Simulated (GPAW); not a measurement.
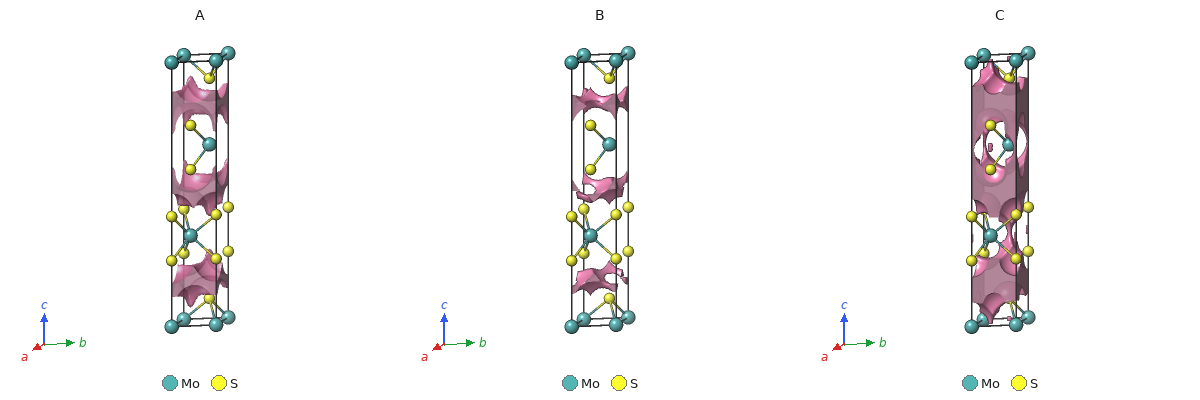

Three surfaces of the space that a probe's centre can reach in MoS2 (R3m, No. 160), computed for probe radii of 0.15, 0.55, 0.75 Å, in shuffled order. Pale faces close the region where the drawn box cuts it.

Atoms are hard spheres with covalent radii (Cordero): Mo 1.54 Å, S 1.05 Å.

Source of the atomic positions: an entry of the Crystallography Open Database, as set up for an electronic-structure calculation.

```
Mo S
1.0
     3.16000    0.00000    0.00000
    -1.58000    2.73664    0.00000
     0.00000    0.00000   18.45000
Mo S
3 6
Cartesian
  0.0000 0.0000 0.0000
  1.5800 0.9122 6.1500
  0.0000 1.8244 12.3000
  0.0000 1.8244 1.5436
  0.0000 0.0000 4.6125
  0.0000 0.0000 7.6936
  1.5800 0.9122 10.7625
  1.5800 0.9122 13.8437
  0.0000 1.8244 16.9125
```

Which panel belongs to which radius, and what does each show?

Answer. C: 0.15 Å, a three-dimensional network, 41 % of the volume. A: 0.55 Å, a two-dimensional network in layers parallel to (001), 17 % of the volume. B: 0.75 Å, a two-dimensional network in layers parallel to (001), 6.8 % of the volume. The larger the probe, the smaller the space left to it.
